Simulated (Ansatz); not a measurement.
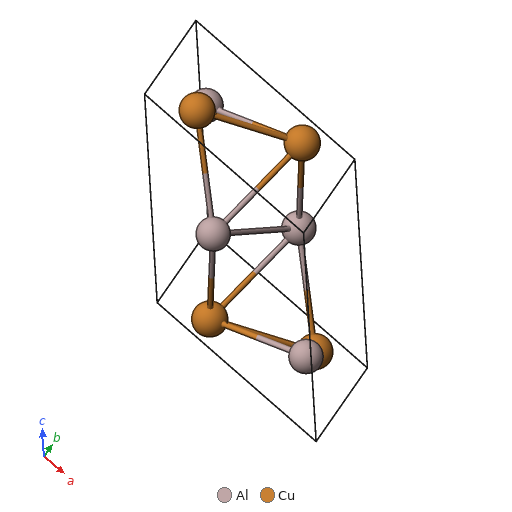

System: a slab cut from Al₂Cu (slab content Al₁₄Cu₆), space group I4/mcm (No. 140). The picture shows the bulk cell.

Structure:
```yaml
crystal:
  lattice:
    - [-2.99660, 2.99660, 2.41390]
    - [2.99660, -2.99660, 2.41390]
    - [2.99660, 2.99660, -2.41390]
  atoms:
    - { symbol: Al, position: [0.15930, 0.65930, 0.81860] }
    - { symbol: Al, position: [0.65930, 0.84070, 0.50000] }
    - { symbol: Al, position: [0.84070, 0.34070, 0.18140] }
    - { symbol: Al, position: [0.34070, 0.15930, 0.50000] }
    - { symbol: Cu, position: [0.75000, 0.75000, 0.00000] }
    - { symbol: Cu, position: [0.25000, 0.25000, 0.00000] }
```

Calculation (Ansatz 0.2.0): spacing and rumpling of the atomic planes of a slab cut from the relaxed bulk cell along the Miller plane (conventional indices), bottom to top, after all atoms relax, plane waves with PAW datasets, Γ-centred k mesh. Level: PBEsol, no spin polarisation.

space group in which the indices count 140; Miller index h 1; Miller index k 1; Miller index l 0; top plane Al; bottom plane Al; planes 13; surface cell (1, 1); slab thickness as cut 12.71 Å; vacuum 15 Å; surface area 20.46 Å²; surface a 4.828 Å; surface b 4.877 Å; surface angle 119.7 °; slab atoms 20; wave cutoff 420 eV; k mesh 8×8×1; occupations Gaussian; smearing width 0.1 eV; boundary dipole corrected.

Predict the spacing change of each pair of planes. The cases: 1–2; 2–3; 3–4; 4–5; 5–6; 6–7; 7–8; 8–9; 9–10; 10–11; 11–12; 12–13.

The least value, −0.076 Å, is that of 1–2 and 12–13, and the largest, 0.095 Å, that of 2–3 and 11–12.

| pair of planes | spacing change (Å) | spacing to next (Å) | content of the two planes |
| --- | --- | --- | --- |
| 1–2 | −0.076 | 1.274 | Al2 and Al |
| 2–3 | 0.095 | 0.863 | Al and Cu2 |
| 3–4 | −0.050 | 0.718 | Cu2 and Al |
| 4–5 | 0.026 | 1.376 | Al and Al2 |
| 5–6 | −0.006 | 1.344 | Al2 and Al |
| 6–7 | −0.010 | 0.758 | Al and Cu2 |
| 7–8 | −0.010 | 0.758 | Cu2 and Al |
| 8–9 | −0.006 | 1.344 | Al and Al2 |
| 9–10 | 0.026 | 1.376 | Al2 and Al |
| 10–11 | −0.050 | 0.718 | Al and Cu2 |
| 11–12 | 0.095 | 0.863 | Cu2 and Al |
| 12–13 | −0.076 | 1.274 | Al and Al2 |

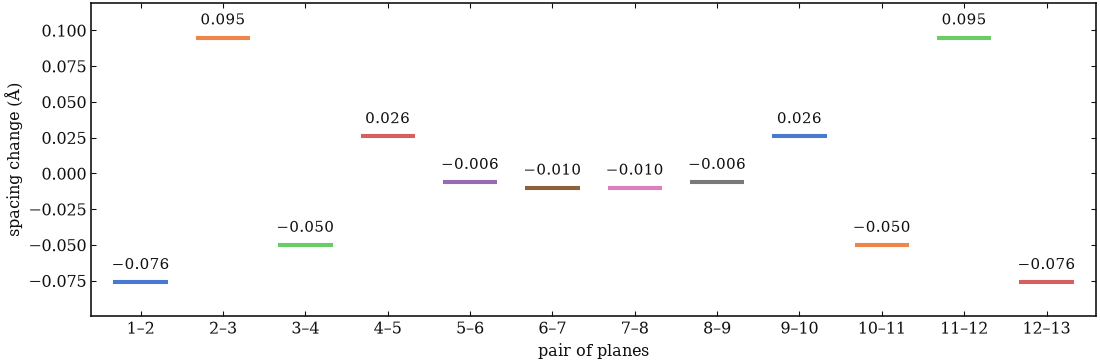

Caveats: xc potential rough in thin density.
